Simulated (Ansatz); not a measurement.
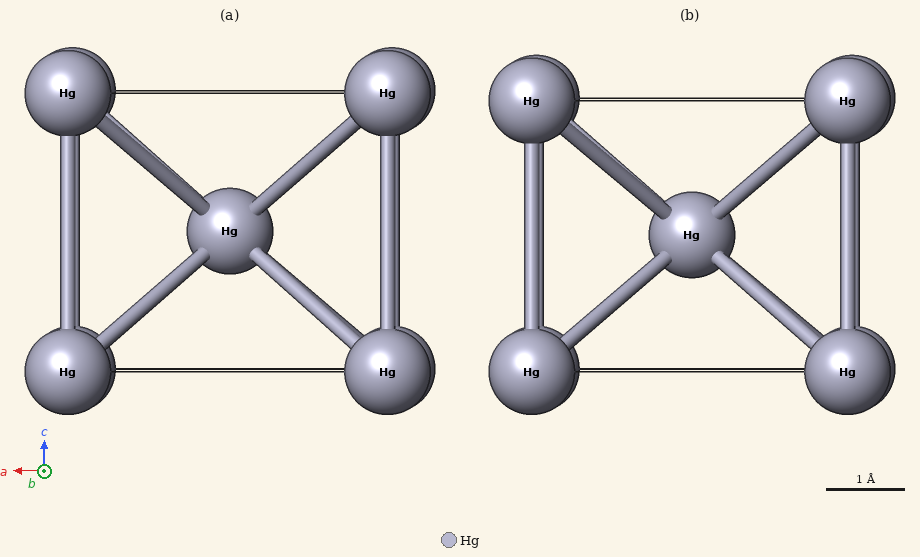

Left: a symmetric starting cell of Hg. Right: the same structure after one change, at the same scale. Style: ball-and-stick. Shown: the conventional cell (2 times the calculation's cell), from a free direction. Lengths and directions refer to the drawn axes.

The calculation used DFT PBE, scalar-relativistic, plane waves, PAW (Ansatz 0.2.0). Settings: plane-wave cutoff 420 eV; k-point mesh 16 × 16 × 16; occupations gaussian; smearing width 0.1 eV; no spin polarisation.

Question: What was changed?

Answer: The cell is strained by −2.7 % along c and −1.2 % across it (volume −5.1 %), the atoms keeping their fractional coordinates. No relaxation follows. The starting cell wasn't computed here and needn't be at equilibrium, so pressure and forces aren't due to the change alone.

Question: How do the computed properties respond?

Answer: The pressure is 0.0 GPa (not all of it need come from the change, since the unchanged cell can be under pressure at this level too). The principal stresses (compression positive) are 0.4 GPa along c and −0.2 GPa across it. All forces vanish by symmetry. Near-neighbour distances before and after: Hg–Hg 3.605 → 3.507 Å, Hg–Hg 3.437 → 3.381 Å. The space group stays I4/mmm (No. 139).
